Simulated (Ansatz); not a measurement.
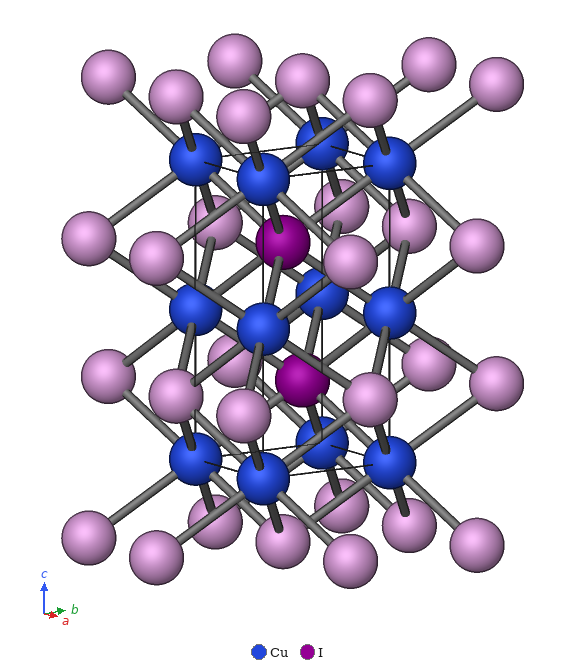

A ball-and-stick rendering, viewed slightly off an axis. Atoms at the boundary of the conventional unit cell (the box) are drawn once for each face, edge or corner they touch. Bonded atoms from the next cells complete the picture, in fainter colours.

CuI, nickel arsenide (NiAs) type, space group P6_3/mmc (No. 194), a = 4.147 Å, b = 4.147 Å, c = 6.336 Å, α = 90.00°, β = 90.00°, γ = 120.00°. The structure was taken from a structure type filled with these elements by a generator (whether the compound takes this form wasn't checked). Earlier steps of the study may have refined or changed the cell and positions. A calculation with Ansatz used it as input.

This one geometry was computed with Ansatz (DFT, plane waves, PAW) at six levels of theory: PBE, r2SCAN, dielectric-dependent PBE0 (fraction 1/eps_inf of PBE), PBE0, HSE06 and PBE with spin-orbit coupling. It was relaxed beforehand with r2SCAN.

How does the band gap change with the level of theory?

Answer. PBE with spin-orbit coupling: a gap of 0.42 eV, indirect; PBE: a gap of 0.48 eV, indirect; r2SCAN: a gap of 0.84 eV, indirect; dielectric-dependent PBE0 (fraction 1/eps_inf of PBE): a gap of 1.20 eV, indirect; HSE06: a gap of 1.91 eV, indirect; PBE0: a gap of 2.58 eV, indirect.

Collect the results in a table.

Answer.
| level | cutoff (eV) | k-mesh of the run's cell | gap (eV) | pressure (GPa) |
| --- | --- | --- | --- | --- |
| PBE | 420 | 12×12×4 | 0.48 | 0.6 |
| r2SCAN | 500 | 12×12×4 | 0.84 | 0.0 |
| dielectric-dependent PBE0 (fraction 1/eps_inf of PBE) | 420 | 6×6×4 | 1.20 | 0.7 |
| PBE0 | 420 | 6×6×4 | 2.58 | 1.0 |
| HSE06 | 420 | 6×6×4 | 1.91 | 1.0 |
| PBE with spin-orbit coupling | 420 | 12×12×4 | 0.42 | 0.7 |

Gaps are taken on the k-mesh or band path of each run.
